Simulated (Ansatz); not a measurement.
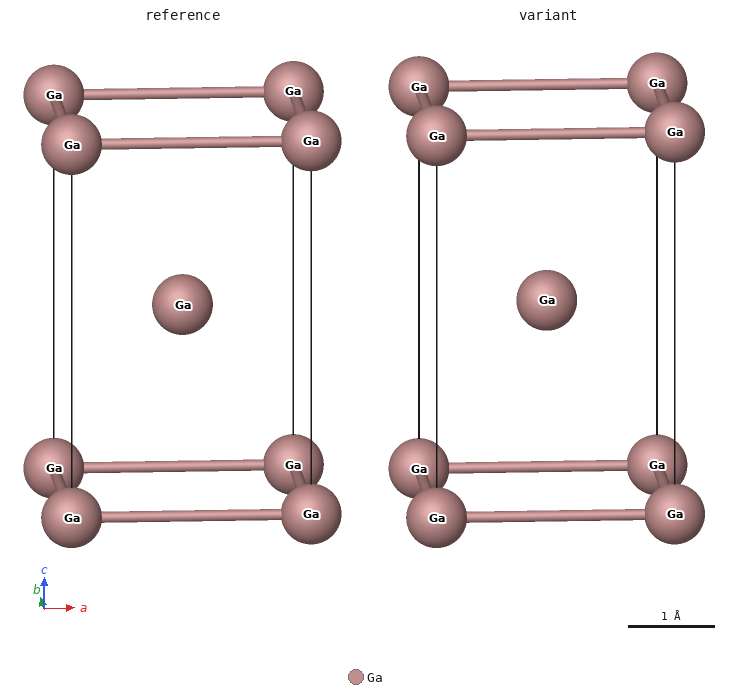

Left: a symmetric starting cell of Ga. Right: the same structure after one change, at the same scale. Style: ball-and-stick. Shown: the conventional cell (2 times the calculation's cell), from a free direction. Lengths and directions refer to the drawn axes.

Level of theory: Ansatz, DFT LDA, scalar-relativistic, plane waves, PAW. Set-up: plane-wave cutoff 420 eV; k-point mesh 20 × 20 × 20; occupations gaussian; smearing width 0.1 eV; no spin polarisation.

What distinguishes the right structure from the left one?

The cell is strained by +2.4 % along c and −0.6 % across it (volume +1.1 %), the atoms keeping their fractional coordinates. No relaxation follows. The starting cell wasn't computed here and needn't be at equilibrium, so pressure and forces aren't due to the change alone.

And its effect?

The pressure is −2.1 GPa (not all of it need come from the change, since the unchanged cell can be under pressure at this level too). All forces vanish by symmetry. Some distances before and after: Ga–Ga 2.808 → 2.790 Å. The space group stays I4/mmm (No. 139).
